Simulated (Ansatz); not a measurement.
## CsPbCl3: single-point calculation

The run: single-point calculation of CsPbCl3 (Pm-3m, 5 atoms in the cell). Method and program: DFT r2SCAN, scalar-relativistic, plane waves, PAW, no spin polarisation (Ansatz 0.2.0).

Figures and captions count atoms from 1; the log counts them from 0 in places.

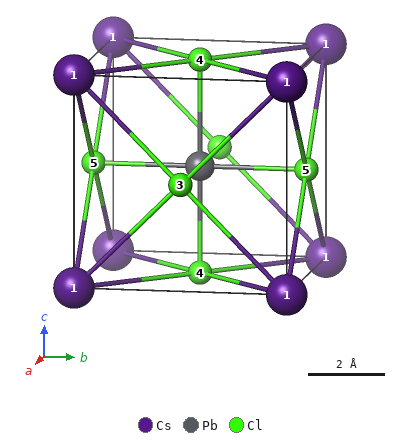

**Figure 1.** The structure as given in the input (ball-and-stick view of the cell of the calculation, seen slightly off an axis; atoms are numbered from 1 in the order of the input). An atom can appear more than once, as a periodic image.

## Summary

- outcome: converged
- space group (tolerance 0.01 Å): Pm-3m (221)
- electrons treated: 44
- free energy: −20866.1535 eV
- Fermi energy: 4.174 eV
- gap on the k-point mesh: 2.59 eV
- pressure: −0.75 GPa
- largest force (length of the vector): under 0.001 eV/Å
- hardware: 4 threads of Arm Neoverse V2, 24 GiB of memory available, shared host
- wall time: 5 s (CPU time 19 s)
- peak memory: 0.91 GiB

Spin–orbit coupling is left out, which matters for Pb.

## Input
```yaml
crystal:
  lattice:
    - [5.7356751395, 0.0, 0.0]
    - [0.0, 5.7356751395, 0.0]
    - [0.0, 0.0, 5.7356751395]
  atoms:
    - { symbol: Cs, position: [0.0, 0.0, 0.0] }
    - { symbol: Pb, position: [0.5, 0.5, 0.5] }
    - { symbol: Cl, position: [0.0, 0.5, 0.5] }
    - { symbol: Cl, position: [0.5, 0.5, 0.0] }
    - { symbol: Cl, position: [0.5, 0.0, 0.5] }
basis:
  ecutwfc: 500
  ecutrho_ratio: 4
kpoints:
  mp_grid: { grid: [6, 6, 6] }
hamiltonian:
  xc: r2scan
scf:
  occupations: { method: gaussian, width: 0.05 }
output:
  forces: true
  stress: true
  eigenvalues: true
  populations: true
  write_density: true
  write_potential: true
  elf: true
  volumetric_format: npy
```

Launched with:
```bash
ansatz run input.yaml --threads 4 --pin off --max-ram 7168MiB --backend cpu --events-out ev --progress --plain --runs-dir out
```

## What the program printed
```
Engine: ansatz 0.2.0, aarch64-unknown-linux-gnu
Pseudopotentials: kind: paw
Pseudopotential: Cs, paw, valence charge 9, recommended cutoff 500 eV (meta_gga), Cs.paw.azcp
Pseudopotential: Pb, paw, valence charge 14, recommended cutoff 500 eV (meta_gga), Pb.paw.azcp
Pseudopotential: Cl, paw, valence charge 7, recommended cutoff 500 eV (meta_gga), Cl.paw.azcp
Functional definition: r2SCAN
  parameter k0 = 0.174
  parameter k1 = 0.065
  parameter a1 = 4.9479
  exchange = r2scan_x(k0 = k0, k1 = k1, a1 = a1)
  correlation = r2scan_c
Crystal: 5 atoms, lattice volume = 188.692 Å³
Basis set: ecut = 500 eV, 4801 PW (Γ), exchange–correlation on 180×180×180 points (64 copies of the dense FFT grid, shifted against one another)
Bands: 27, of which v1, the nominal top of the filled ones, is band 22 counted from 1 (21 counted from 0)
Symmetry: 48 space group operations
Space group: Pm-3m (ITA 221), of the structure as read, at distance tolerance 5.7e-5 Å
k-points: 20 of 216
Non-local potential: Cs, projectors of the file, l = 0: 3, l = 1: 2, l = 2: 2, l = 3: 2
Non-local potential: Pb, projectors of the file, l = 0: 2, l = 1: 2, l = 2: 2, l = 3: 2
Non-local potential: Cl, projectors of the file, l = 0: 2, l = 1: 2, l = 2: 2
PAW form: soft (Blöchl's): semilocal exchange-correlation on the pseudo side does not see the compensation charge
PAW frozen core: Cs, regenerated for the run's functional (the file was generated under x = pbe(κ = 0.804, μ = 0.2195149727645171), c = pbe(β = 0.06672455060314922))
PAW frozen core: Pb, regenerated for the run's functional (the file was generated under x = pbe(κ = 0.804, μ = 0.2195149727645171), c = pbe(β = 0.06672455060314922))
PAW frozen core: Cl, regenerated for the run's functional (the file was generated under x = pbe(κ = 0.804, μ = 0.2195149727645171), c = pbe(β = 0.06672455060314922))
PAW one-centre angular grid: Cs, 302 points (default); XC on 160 Gauss nodes
PAW one-centre angular grid: Pb, 590 points (default); XC on 160 Gauss nodes
PAW one-centre angular grid: Cl, 302 points (default); XC on 160 Gauss nodes
Initial density: superposition of atomic densities (neutral atoms: chi_scale 0, normalization atom), corrected by the library's trained network
Initial wavefunctions: pseudopotential atomic-orbital guess
Functional: x = r2scan, c = r2scan; τ floored in thin density (d = 2e-4 eV/Å³)
SCF iter   1: F=—  HF=-20866.132729 eV  |F-HF|=—  |Δ(HF+E_count)|=         —  Δρ=4.40e-3  dr2=2.39e-2  dr2_τ=5.72e-3  ethr=1.77e-3  ⟨swp⟩=7.5  Hψ=2820  notcnv=0
preconditioner: auto → Resta (q_TF=auto, 2.140 Å⁻¹)  ε∞=2.6  [insulator: Δε(μ)=2.561 eV  Ē_g=13.860 eV  σ=0.050 eV  W_gap=1.00  n_scr=26 (ndim 8)  ℏωp=17.5 eV  f_vac=0.083  D(μ)=0.00/eV (n_scr^D=0)  ε∞_Penn≈2.6]
SCF iter   2: F=—  HF=-20866.154198 eV  |F-HF|=—  |Δ(HF+E_count)|=   2.15e-2  Δρ=1.95e-3  dr2=5.21e-3  dr2_τ=2.27e-4  ethr=5.44e-5  ⟨swp⟩=2.5  Hψ=1232  notcnv=0  defer=20
SCF iter   3: F=—  HF=-20866.153481 eV  |F-HF|=—  |Δ(HF+E_count)|=   7.17e-4  Δρ=4.95e-4  dr2=3.50e-4  dr2_τ=4.52e-5  ethr=1.18e-5  ⟨swp⟩=2.4  Hψ=842  notcnv=0  defer=20
SCF iter   4: F=—  HF=-20866.153504 eV  |F-HF|=—  |Δ(HF+E_count)|=   2.24e-5  Δρ=7.75e-5  dr2=1.04e-5  dr2_τ=1.09e-6  ethr=7.96e-7  ⟨swp⟩=2.1  Hψ=819  notcnv=0  defer=20
SCF iter   5: F=—  HF=-20866.153465 eV  |F-HF|=—  |Δ(HF+E_count)|=   3.90e-5  Δρ=1.75e-5  dr2=4.87e-7  dr2_τ=3.75e-8  ethr=2.35e-8  ⟨swp⟩=2.2  Hψ=968  notcnv=0  defer=20
SCF iter   6: F=-20866.153465 eV  HF=-20866.153465 eV  |F-HF|=3.55e-9  |Δ(HF+E_count)|=   4.93e-7  Δρ=2.79e-6  dr2=2.29e-8  dr2_τ=1.51e-9  ethr=2.27e-10  ⟨swp⟩=14.7  Hψ=4550  notcnv=0
SCF 1 converged in 6 iterations: F = -20866.153465 eV  dr2 = 2.29e-8
  greatest PAW one-centre occupation: 0.982 electrons in one spin orbital (limit 2), on the Pb atom at site 1 (counted from 0), in its partial waves of l = 2
```

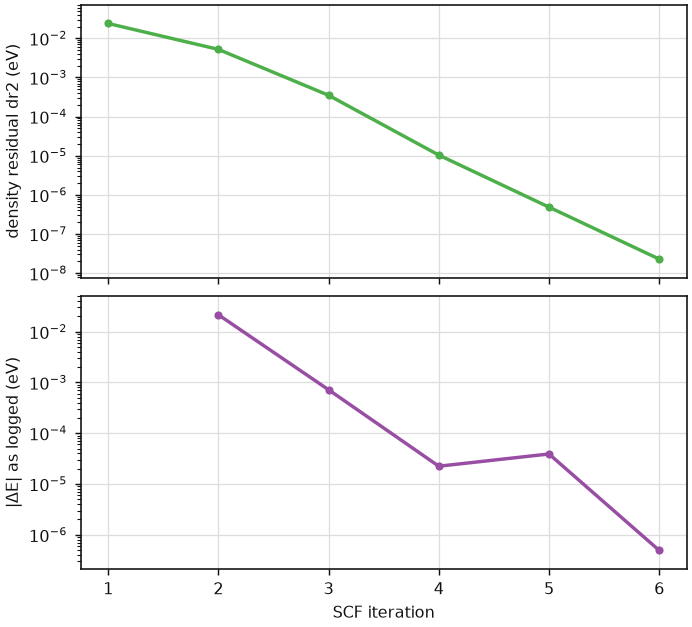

**Figure 2.** Convergence of the self-consistent field: density residual dr2 and size of the energy change against the SCF iteration. The residual falls at every step.

```
SCF converged after 6 iterations
Free energy (F): -20866.153465 eV
Harris-Foulkes:  -20866.153465 eV  (|F-HF|=3.55e-9)
Internal energy: -20866.153465 eV  (E = F + TS)
E sigma→0 (E₀):  -20866.153465 eV
Fermi energy:    4.173842 eV
--- Per-component energies (eV) ---
  E_band       = -285.988533
  E_kinetic    = 908.638746
  E_local      = -2747.401601  (includes V_loc(G=0)·N_el)
  E_nonlocal   = 464.904070
  E_hartree    = 1039.472866
  E_xc         = -683.984536
  E_vxc        = -688.305946  (∫ρ·V_xc dr)
  E_paw        = -17522.417764  (= ΣΔE_a)
  E_vpaw       = -341.963497  (= ΣTr[D̂ρ^β])
  E_aug_tail   = 0.000125  (compensation charges beyond the density's cutoff)
  E_vtau       = 39.193151  (kinetic-family band-sum trace: ∫τ·v_τ [+ j·A + Jᵃ·Aᵃ] dr)
  E_ewald      = -2325.971533
  E_core_change = 0.606161  (= ΣΔE_core)
  E_smearing   = -0.000000  (= −TS)
  E_closure    = -0.000000  (closes the sum)
  Σ components = -20866.153465   (vs F -20866.153465, Δ=0.00e0)
--- Forces (eV/Å), atoms counted from 1 ---
  atom   1  Cs    -0.00000000     0.00000000     0.00000000
  atom   2  Pb     0.00000000    -0.00000000     0.00000000
  atom   3  Cl     0.00000000     0.00000000     0.00000000
  atom   4  Cl     0.00000000    -0.00000000     0.00000000
  atom   5  Cl     0.00000000    -0.00000000     0.00000000
  max |Σ_I F_I| component: 4.01e-29 eV/Å
--- Stress (GPa, compression-positive) ---
       -0.752500      -0.000000       0.000000
       -0.000000      -0.752500       0.000000
       -0.000000      -0.000000      -0.752500
  P = ⅓ Tr σ = -0.7525 GPa (-7.525 kbar)
--- Band table (eV; the first three rows and the last of 20) ---
  k-point 0: bands = ["-18.7685", "-14.2533", "-14.2533", "-14.0823", "-14.0823", "-14.0823", "-12.3700", "-11.6687", "-11.6687", "-5.1995", "-5.1995", "-5.1995", "-3.5903", "-1.3094", "-1.3094", "-1.3094", "0.5842", "0.5842", "0.5842", "0.6651", "0.6651", "0.6651", "7.0342", "7.9968", "7.9968", "8.9524", "8.9524"]
  k-point 1: bands = ["-18.7681", "-14.2532", "-14.2334", "-14.0826", "-14.0826", "-14.0823", "-12.3418", "-11.7304", "-11.6683", "-5.1976", "-5.1959", "-5.1959", "-3.8853", "-1.2907", "-1.2907", "-0.7894", "0.5605", "0.5624", "0.5624", "0.6425", "0.6425", "0.6722", "7.2649", "8.1602", "8.1767", "8.7245", "8.8900"]
  k-point 2: bands = ["-18.7674", "-14.2532", "-14.1927", "-14.0831", "-14.0831", "-14.0823", "-12.2552", "-11.8851", "-11.6675", "-5.1937", "-5.1886", "-5.1886", "-4.2875", "-1.2518", "-1.2518", "-0.0571", "0.5142", "0.5144", "0.5144", "0.6006", "0.6006", "0.9372", "7.1191", "8.0374", "8.5907", "8.6938", "8.7644"]
  k-point 19: bands = ["-18.7646", "-14.1208", "-14.1208", "-14.0844", "-14.0844", "-14.0844", "-12.0180", "-12.0180", "-12.0180", "-5.7355", "-5.2402", "-5.2402", "-5.2402", "0.0425", "0.0425", "0.0425", "0.4016", "0.4016", "0.9689", "0.9689", "0.9689", "2.8788", "5.4700", "5.4700", "5.4700", "8.8933", "9.2679"]
--- Löwdin populations: 5 sites ---
  site symbol       q [e]
     0     Cs      8.1818
     1     Pb     13.1754
     2     Cl      7.5057
     3     Cl      7.5057
     4     Cl      7.5057
  spilling = 0.002857 (of n_electrons = 44.000000)
```

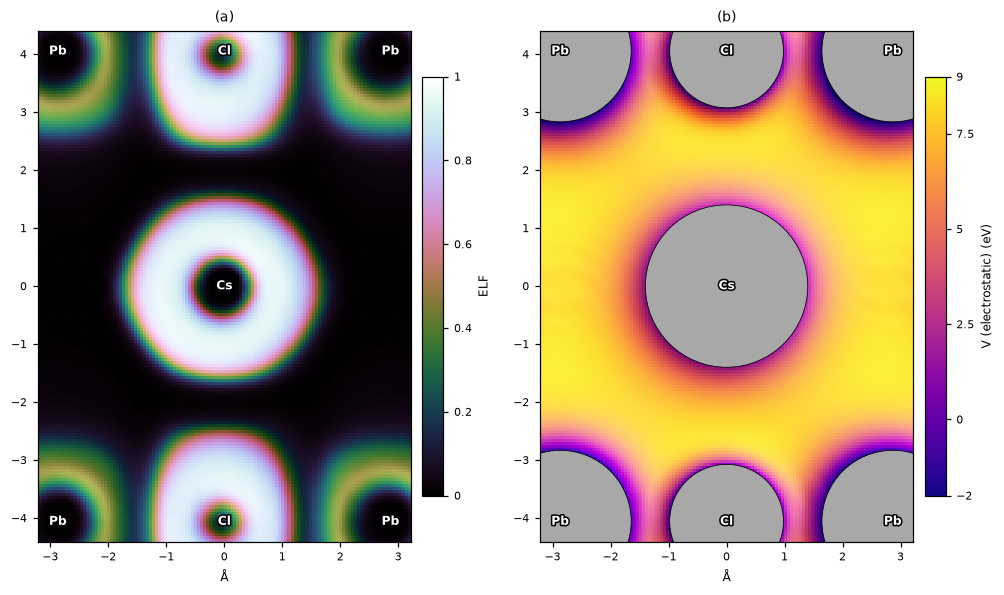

**Figure 3.** (a) ELF; (b) electrostatic potential energy of an electron on the (011) plane of the conventional cell. Grey discs, where drawn, cover atomic cores. Atoms in the plane: Cs, Pb and Cl. Pb–Cl (2.87 Å): the ELF peaks at about 0.85 in the valence shell of Cl, 0.8 Å from its nucleus, and drops to about 0.15 between the two atoms. The strong features right at Cs lie inside the PAW spheres (semicore, d or f shells) and say nothing about bonding. Outside the cores the potential energy rises away from the atoms and is highest about 2.2 Å from the nearest atoms; outside the discs it spans about 10 eV, and its zero is arbitrary. The fields are those of the smooth PAW valence density.

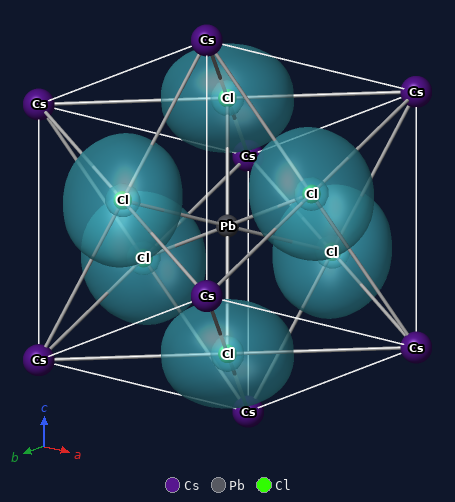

**Figure 4.** Isosurface of the electron localisation function at 0.65 (cyan), seen at an oblique angle. Only the valence region is drawn (cores and ρ < 0.01 e/Å³ removed). Sticks mark near contacts. The outline is the cell set on symmetry axes. Values along the shortest contacts: Pb–Cl (2.87 Å): the ELF peaks at about 0.85 in the valence shell of Cl, 0.8 Å from its nucleus, and drops to about 0.15 between the two atoms. Cs–Cl (4.06 Å): the ELF is about 0 at the midpoint, which marks a largely ionic contact.
